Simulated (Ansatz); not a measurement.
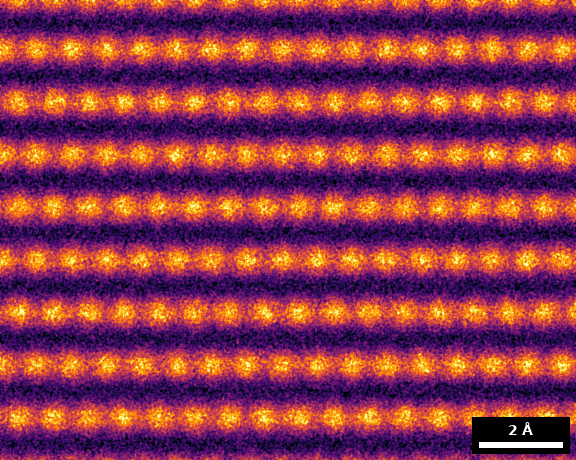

Integrated-DPC-like image of a crystal. Simulated as the projected potential of neutral atoms (B = 0.8 Å²) blurred by a 0.50 Å probe, the thin-sample limit of integrated differential phase contrast. Shot noise was added.

Measure the repeat of the pattern.

The pattern repeats on a centred rectangular net of 0.9 × 2.6 Å.

Which plane group does this projection have?

c2mm: perpendicular mirror lines on a centred net, with further twofold points between them.

How many columns does the smallest repeating cell hold, and how many levels of brightness?

1 column in the primitive cell of 1.1 Å², all of one brightness.

The crystal is Fe (Fm-3m, No. 225) seen along [221]. Model: a calculation's starting geometry; the starting structure was generated, so it need not be a known form of this composition.
